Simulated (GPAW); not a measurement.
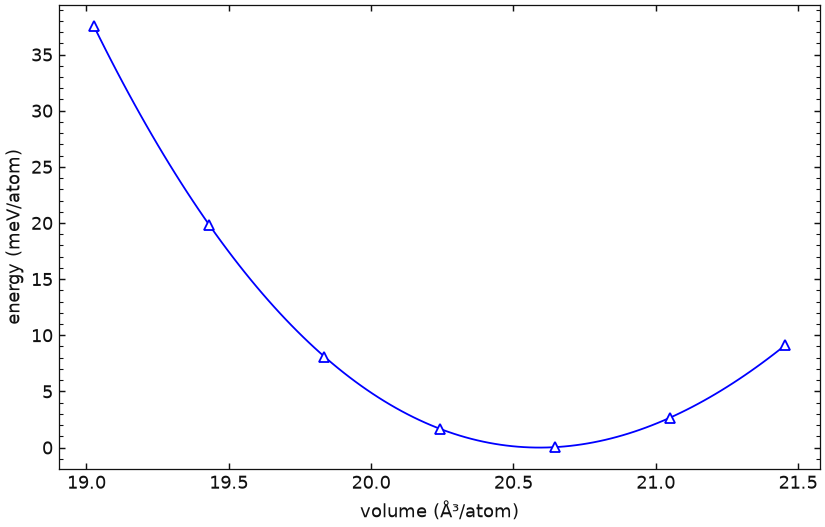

The plot gives the computed energy against volume.

How it was computed, with GPAW 26.7.0: PAW DFT in plane waves, on a grid or in atomic orbitals, no spin polarisation; energies at scaled volumes of the given cell, shape and fractions fixed, counted from the fit's minimum, third-order Birch-Murnaghan fit. Level: PBEsol.

Question: For which of these solids was it computed?
A. GaP, F-43m (No. 216)
B. PbS, Cmcm (No. 63)
C. MoS₂, P6_3/mmc (No. 194)

Answer: A, GaP: energy from 0.04 meV/atom to 37.52 meV/atom, V0 20.59 Å³/atom, B0 87.2 GPa. The others give: PbS, energy from 0.03 meV/atom to 40.49 meV/atom, V0 25.66 Å³/atom, B0 58.4 GPa; MoS₂, energy from 0.00 meV/atom to 48.98 meV/atom, V0 17.51 Å³/atom, B0 156 GPa.

For MoS₂, limits of the calculation: shape and atomic fractions are frozen while scaling, which makes layered, chain and framework solids too stiff.

For PbS, limits of the calculation: spin-orbit coupling left out, heavy elements; shape and atomic fractions are frozen while scaling, which makes layered, chain and framework solids too stiff.
